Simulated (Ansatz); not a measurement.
## Ag: geometry relaxation (part 3 of 3)

The same run, continued: Ag (slab, 16 atoms in the cell); DFT PBE+D3(BJ), scalar-relativistic, plane waves, PAW, no spin polarisation (Ansatz 0.2.0); cutoff 420 eV, 5×5×1 k-mesh, Gaussian smearing of 0.1 eV. The structure derives from an entry of the Crystallography Open Database. The input holds or restrains some coordinates. Forces given for the steps count only the free coordinates.

Geometry of the input (Å; fractional positions):
```
5.7606  0.0000  0.0000
0.0000  5.7606  0.0000
0.0000  0.0000  23.1101
Ag 0.2500  0.2500  0.3678
Ag 0.2500  0.7500  0.3678
Ag 0.7500  0.2500  0.3678
Ag 0.7500  0.7500  0.3678
Ag 0.5000  0.5000  0.4559
Ag 0.5000  0.0000  0.4559
Ag 0.0000  0.5000  0.4559
Ag 0.0000  0.0000  0.4559
Ag 0.7500  0.7500  0.5441
Ag 0.7500  0.2500  0.5441
Ag 0.2500  0.7500  0.5441
Ag 0.2500  0.2500  0.5441
Ag 0.0000  0.0000  0.6322
Ag 0.0000  0.5000  0.6322
Ag 0.5000  0.0000  0.6322
Ag 0.5000  0.5000  0.6322
```

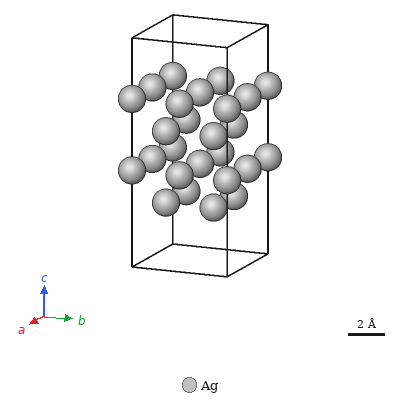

The geometry at step 3 of the log (spheres-only view of the cell of the calculation, with the vacuum cut short, seen slightly off an axis).

Trajectory as extended XYZ, continued
```
16
Lattice="5.7606 0.0000 0.0000 0.0000 5.7606 0.0000 0.0000 0.0000 23.1101" Properties=species:S:1:pos:R:3:forces:R:3 step=3 energy=-121452.18526
Ag    1.4402    1.4402    8.5000    0.0000   0.0000  -0.0124
Ag    1.4402    4.3205    8.5000    0.0000   0.0000  -0.0124
Ag    4.3205    1.4402    8.5000    0.0000   0.0000  -0.0124
Ag    4.3205    4.3205    8.5000    0.0000   0.0000  -0.0124
Ag    2.8803    2.8803   10.5367    0.0000   0.0000   0.0094
Ag    2.8803    0.0000   10.5367    0.0000   0.0000   0.0094
Ag    0.0000    2.8803   10.5367    0.0000   0.0000   0.0094
Ag    0.0000    0.0000   10.5367    0.0000   0.0000   0.0094
Ag    4.3205    4.3205   12.5962    0.0000   0.0000   0.0023
Ag    4.3205    1.4402   12.5962    0.0000   0.0000   0.0023
Ag    1.4402    4.3205   12.5962    0.0000   0.0000   0.0023
Ag    1.4402    1.4402   12.5962    0.0000   0.0000   0.0023
Ag    0.0000    0.0000   14.6365    0.0000   0.0000   0.0006
Ag    0.0000    2.8803   14.6365    0.0000   0.0000   0.0006
Ag    2.8803    0.0000   14.6365    0.0000   0.0000   0.0006
Ag    2.8803    2.8803   14.6365    0.0000   0.0000   0.0006
```

Results in brief

```json
{"quantity": "outcome", "value": "converged under the restraints of the input"}
{"quantity": "electrons treated", "value": "304"}
{"quantity": "free energy", "value": "−121452.1853 eV"}
{"quantity": "work function, top face", "value": "4.17 eV"}
{"quantity": "work function, bottom face", "value": "4.17 eV"}
{"quantity": "Fermi energy", "value": "3.568 eV"}
{"quantity": "gap on the k-point mesh", "value": "none (metallic)"}
{"quantity": "final volume", "value": "766.90 Å³"}
{"quantity": "work function (upper face)", "value": "4.17 eV"}
{"quantity": "largest force (length of the vector) at the end, held atoms and coordinates included", "value": "0.012 eV/Å"}
{"quantity": "hardware", "value": "8 threads of Intel Xeon (Sapphire Rapids), 64 GiB of memory available, shared host"}
{"quantity": "wall time", "value": "28 s (CPU time 3.5 min)"}
{"quantity": "peak memory", "value": "3.7 GiB"}
```

Warnings of the run: the exchange-correlation potential is rough where the density is thin.
